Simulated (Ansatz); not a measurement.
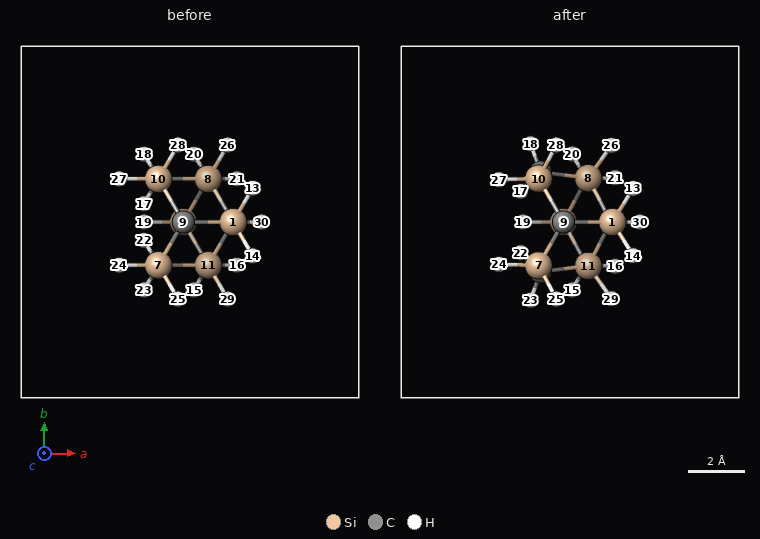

The structure of a wire of composition SiH3C before (left) and after (right) a relaxation, at one scale.

The picture is a ball-and-stick view of the cell of the calculation, with the vacuum cut short (origin shifted), seen along the c axis.

Case: wire along [1 1 1], 12 atoms a period, capped with H.

Level of theory: DFT PBE, scalar-relativistic, plane waves, PAW (Ansatz 0.2.0). (plane-wave cutoff 420 eV; k-point mesh 1 × 1 × 5; occupations gaussian; smearing width 0.05 eV; no spin polarisation; cell relaxed at fixed a, b, alpha, beta, gamma; force threshold 0.02 eV/Å; at most 45 steps)

Summarise the run.

The energy falls by 0.563 eV per cell of the calculation in 5 accepted moves (6 points after the start). Largest force component: 0.81 eV/Å at the start, 0.017 eV/Å at the end. At 1 point the geometry stayed and the basis and grid were re-selected for the new cell (energy shift of 13.6 meV per cell of the calculation at most each time). The largest moves relative to the centre of the atoms, 0.49 Å, are those of H atoms. Largest moves by element: H 0.49 Å, C 0.26 Å, Si 0.09 Å. Along the periodic axis the drawn cell goes c 7.586 → 7.765 Å (+2.4 %). Near-neighbour distances that change, for instance: C–Si 1.896 → 1.881 Å, C–H 1.090 → 1.105 Å, H–Si 1.490 → 1.504 Å, C–Si 1.896 → 1.907 Å. Among the angles between lasting bonds that change: Si–C–Si 109.5° → 115.0°, C–Si–C 109.5° → 113.5°, Si–C–Si 109.5° → 112.9°.
